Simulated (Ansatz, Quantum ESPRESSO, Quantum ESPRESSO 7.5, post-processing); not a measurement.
# Ballistic transmission: 4 layers of Pt in Li(100), on the host's sites

Wanted: the transmission near the Fermi level and the conductance of this junction: 4 layers of Pt in Li(100), on the host's sites.

Calculated with Quantum ESPRESSO 7.5; plane-wave DFT, PBE, GBRV ultrasoft pseudopotentials (cross-check by Ansatz 0.2.0 with PAW datasets).

### 1. The structure

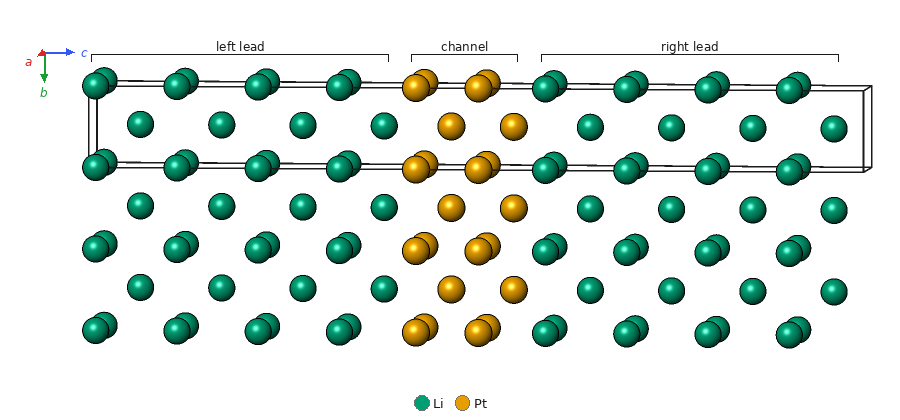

Start, viewed from the side, with the c axis across the page; lithium teal, platinum orange. 1×3×1 cells are drawn. Some periodic images of atoms are drawn too.

The cell holds 20 atoms: 16 Li and 4 Pt. Cell: a = 3.440 Å, b = 3.440 Å, c = 32.808 Å, α = 90.0°, β = 90.0°, γ = 90.0°. It derives from Li. Regions: left lead, 8 atoms (8 Li); channel, 4 atoms (4 Pt); right lead, 8 atoms (8 Li). The structure is stacked along c, and the current runs across the ab planes.

### 2. Ground state

One periodic cell holds a stretch of lead, the junction and more lead; the atoms stay as built.

scf.in reads:

```
&control
  prefix = 'scf'
  outdir = './out'
  pseudo_dir = './pseudo'
  calculation = 'scf'
  tprnfor = .true.
/
&system
  ibrav = 0
  nat = 20
  ntyp = 2
  ecutwfc = 40
  ecutrho = 200
  occupations = 'smearing'
  smearing = 'mv'
  degauss = 0.01
/
&electrons
  conv_thr = 1e-07
  mixing_beta = 0.25
  electron_maxstep = 120
  mixing_mode = 'local-TF'
/
ATOMIC_SPECIES
  Li  6.9400  li_pbe_v1.4.uspp.F.UPF
  Pt  195.0840  pt_pbe_v1.4.uspp.F.UPF
CELL_PARAMETERS angstrom
  3.44000000000000 0.00000000000000 0.00000000000000
  0.00000000000000 3.44000000000000 0.00000000000000
  0.00000000000000 0.00000000000000 32.80755180164954
ATOMIC_POSITIONS crystal
  Li  0.000000000000 0.000000000000 0.000000000000
  Li  0.500000000000 0.500000000000 0.052426953721
  Li  0.000000000000 0.000000000000 0.104853907442
  Li  0.500000000000 0.500000000000 0.157280861163
  Li  0.000000000000 0.000000000000 0.209707814883
  Li  0.500000000000 0.500000000000 0.262134768604
  Li  0.000000000000 0.000000000000 0.314561722325
  Li  0.500000000000 0.500000000000 0.366988676046
  Pt  0.000000000000 0.000000000000 0.413348245465
  Pt  0.500000000000 0.500000000000 0.453640430581
  Pt  0.000000000000 0.000000000000 0.493932615698
  Pt  0.500000000000 0.500000000000 0.534224800814
  Li  0.000000000000 0.000000000000 0.580584370233
  Li  0.500000000000 0.500000000000 0.633011323954
  Li  0.000000000000 0.000000000000 0.685438277675
  Li  0.500000000000 0.500000000000 0.737865231396
  Li  0.000000000000 0.000000000000 0.790292185117
  Li  0.500000000000 0.500000000000 0.842719138837
  Li  0.000000000000 0.000000000000 0.895146092558
  Li  0.500000000000 0.500000000000 0.947573046279
K_POINTS automatic
  7 7 1 0 0 0
```

Started as:

```console
> OMP_NUM_THREADS=1 mpirun -n 2 pw.x -nk 2 -in scf.in > scf.out
```

Planned after this: transmission with pwcond.x; the open system; transmission with pwcond.x, with bdl = 5.504 Å in length; cross-check with Ansatz; all levels side by side; A check by hand. Settings of the main run: cutoff 40 Ry, smearing, Marzari-Vanderbilt smearing, smearing width 0.01 Ry, SCF threshold 1.00e-7 Ry, gbrv-pbe-1.5 potentials, 7×7×1 k-mesh, mpi ranks 2, pools 2, omp threads 1, 4 layers.

Before running: what should come out for the conductance from T at the Fermi level, a cell (G₀ = 2e²/h)?

The junction conducts 0.627 G₀ a cell at the Fermi level (PBE, GBRV ultrasoft). At the Fermi level the junction passes 52 % of what the leads offer. At the Fermi level pwcond and Ansatz differ by 0.30 %, a close match.

| Item | Value |
| --- | --- |
| conductance from T at the Fermi level, a cell (G₀ = 2e²/h) | 0.627 G₀ |
| conductance per area | 410 S/μm² |
| lead channels per spin | 1.20 |
| the same conductance by Ansatz | 0.628 G₀ |

The mean rests on 15 distinct points, the heaviest weighing 0.12, and the mesh was not tested, so even the second digit is unsure. Over -0.4 to 0.4 eV, T lies between 0.49 and 0.65 per spin. The geometry is as built, not relaxed, and the leads are short. Spin-orbit coupling is left out; depending on the atoms that carry the levels of interest, it can split and shift them by tenths of an eV to an eV or more.

[Logs are printed without paths, hosts, clocks, repeated set-up lines and the standing remarks that a program may print on its own settings, such as how far it seeks lower states.]

[Hosts, paths, dates, database ids (printed as entryN), source tags and the programs' standing remarks are cut or masked in the printed files.]

[Maps of the electrostatic potential energy from Ansatz leave out the sawtooth potential of an applied field or a dipole correction, so their vacuum need not be flat; planar profiles and work functions include it.]
